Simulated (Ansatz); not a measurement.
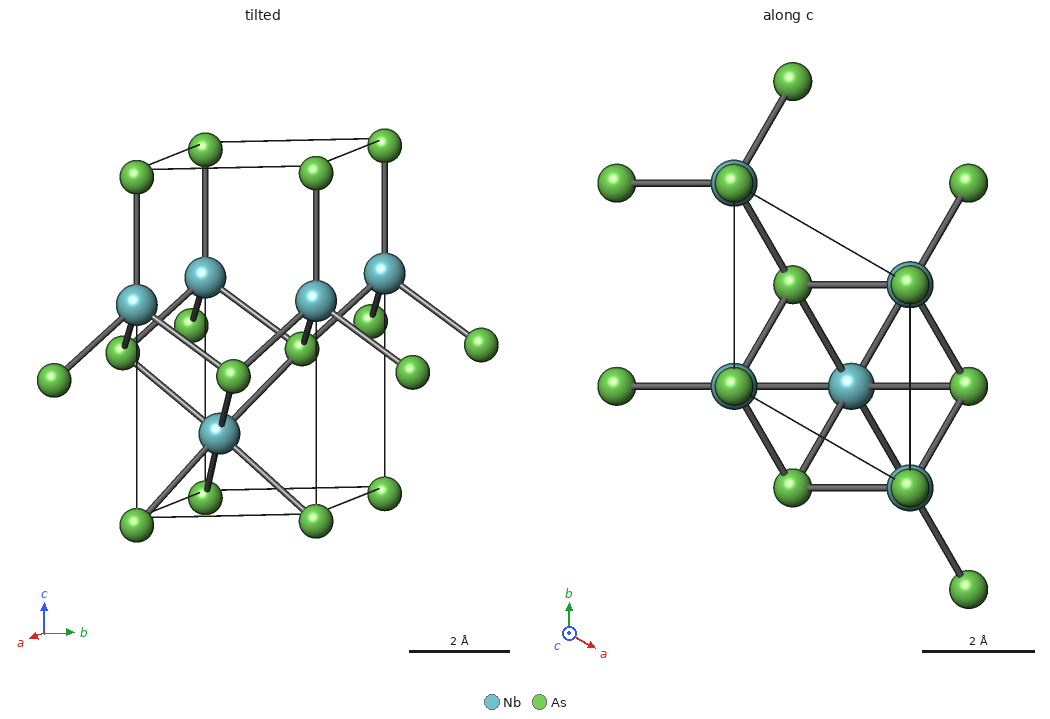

Shown here is a ball-and-stick view of the crystal, taken slightly off an axis and along the c axis. The wireframe shows the conventional unit cell. A few atoms beyond the faces are included. Cell: a = 3.64 Å, b = 3.64 Å, c = 7.10 Å, α = 90.00°, β = 90.00°, γ = 120.00°.

The structure comes from a structure type filled with these elements by a generator (whether the compound takes this form wasn't checked). Earlier steps of the study, as a rule a relaxation of our own, may have changed the cell and positions, so they can lie some per cent off the listed ones. An electronic-structure calculation with Ansatz was run on it.

Characterise what is shown.

Answer. The material is NbAs. It takes space group P3m1 (No. 156) on a primitive hexagonal lattice. Content of the cell: 2 Nb, 2 As (Z = 2). Nb takes two kinds of site: 1c with six As in an octahedral arrangement at about 2.6 to 2.7 Å; 1a with four As at about 2.5 to 2.6 Å. As takes two kinds of site: 1a with four Nb at about 2.6 to 2.7 Å; 1b with six Nb in an octahedral arrangement at about 2.5 to 2.6 Å. Not all metal-metal contacts are counted. The bonds build a three-dimensional framework.

The numbers come from Ansatz 0.2.0, DFT PBE, scalar-relativistic, plane waves, PAW, using plane waves up to 420 eV, a 12×12×8 k-point grid, Gaussian smearing of 0.1 eV, no spin polarisation.

What is the band gap, if any?

Answer. A metal: bands cross the Fermi level.

What are the atomic charges by Bader's partition?

Answer. Nb +0.98 to +1.17 e; As -1.32 to -0.84 e.

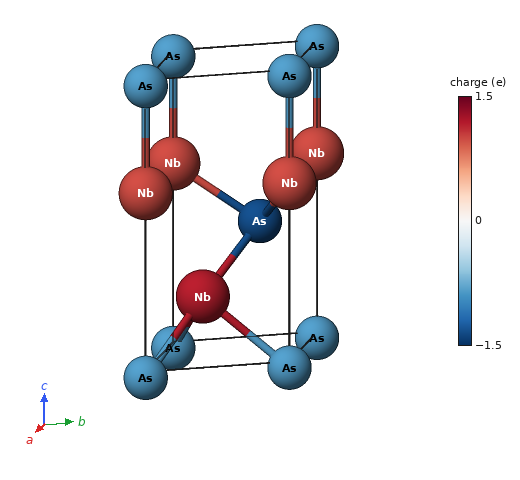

The atoms coloured by those charges. The run's cell of 4 atoms is drawn.

Do the forces and the stress vanish for this geometry?

Answer. Yes. The largest force is 0.01 eV/Å. The pressure is 0.0 GPa, close to zero.
